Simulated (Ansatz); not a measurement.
System: Ni3Al, space group Fm-3m (No. 225), 4 atoms in the primitive cell.

```
Ni Al
1.0
     0.00000    2.80189    2.80189
     2.80189    0.00000    2.80189
     2.80189    2.80189    0.00000
Ni Al
3 1
Direct
  0.75000 0.75000 0.75000
  0.00000 0.00000 0.00000
  0.25000 0.25000 0.25000
  0.50000 0.50000 0.50000
```

Computed with Ansatz 0.2.0: PBEsol, all-electron LAPW, collinear spin, ferromagnetic start that ends with little or no moment, no spin-orbit coupling, 8×8×8 k mesh, Fermi-Dirac smearing of 0.05 eV.

Predict the main features of the band structure. The path is Γ–X–W–K–Γ–L–U–W.

A metal: bands cross the Fermi level along this path. At U the nearest levels lie 0.31 eV below and 0.12 eV above the Fermi level. 3 bands within 1.5 eV of the Fermi level are narrower than 0.3 eV along the path; they lie between −0.8 and −0.3 eV and signal localised states.

The cell comes from a database of computed structures, and whether it is the stable form of this composition wasn't checked. Bands are joined in order of energy, so crossings between the computed points show as kinks or gaps.

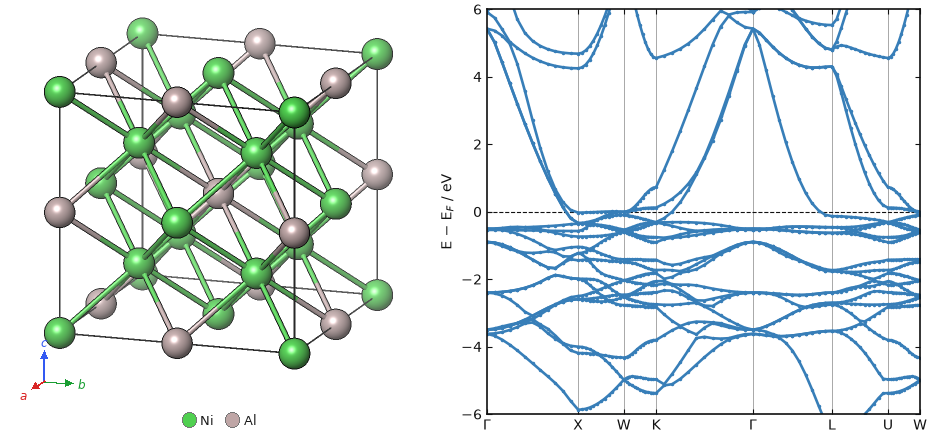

Band structure, beside the structure. Energies are counted from the Fermi level. The path runs straight from each named point to the next.
